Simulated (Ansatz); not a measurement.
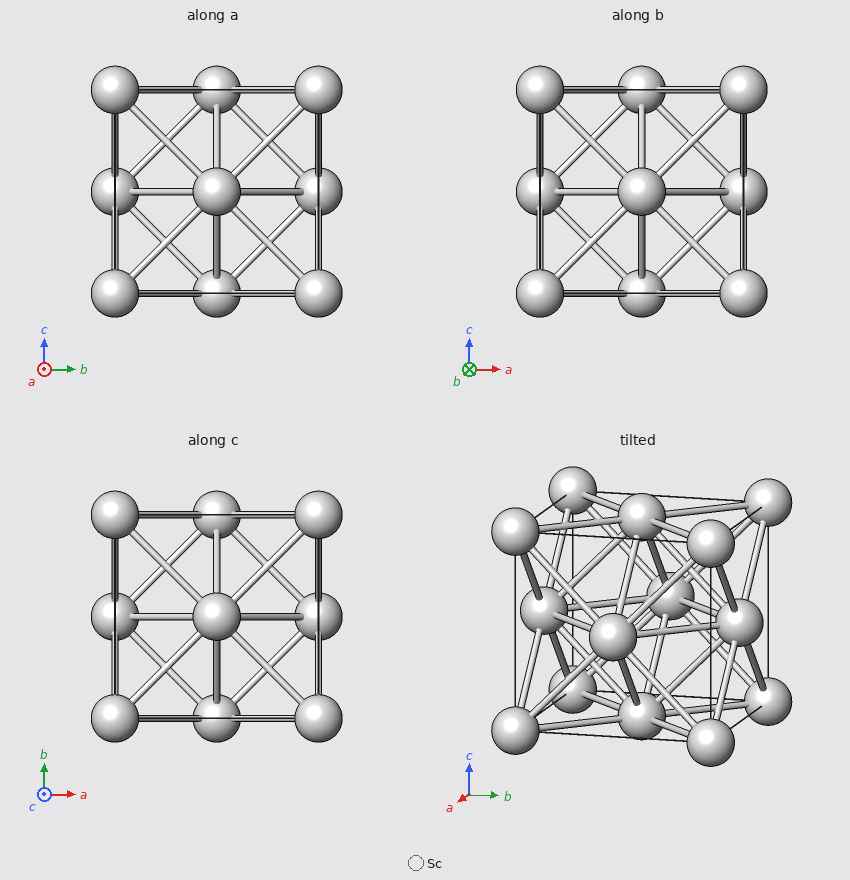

Ball-and-stick representation of a periodic structure, projected along the a axis, along the b axis, along the c axis and slightly off an axis. The edges of the conventional unit cell are marked.

Lattice parameters: a = 4.736 Å, b = 4.736 Å, c = 4.736 Å, α = 90.00°, β = 90.00°, γ = 90.00°.

> Give the structure in the form of a table of Wyckoff sites.

Space group Fm-3m (No. 225).
```csv
atom,site,x,y,z
Sc,4a,0.0000,0.0000,0.0000
```

The model was built from a structure type filled with this element by a generator (whether the element takes this form wasn't checked). Earlier steps of the study may have refined or changed the cell and positions. It went into a calculation with Ansatz.
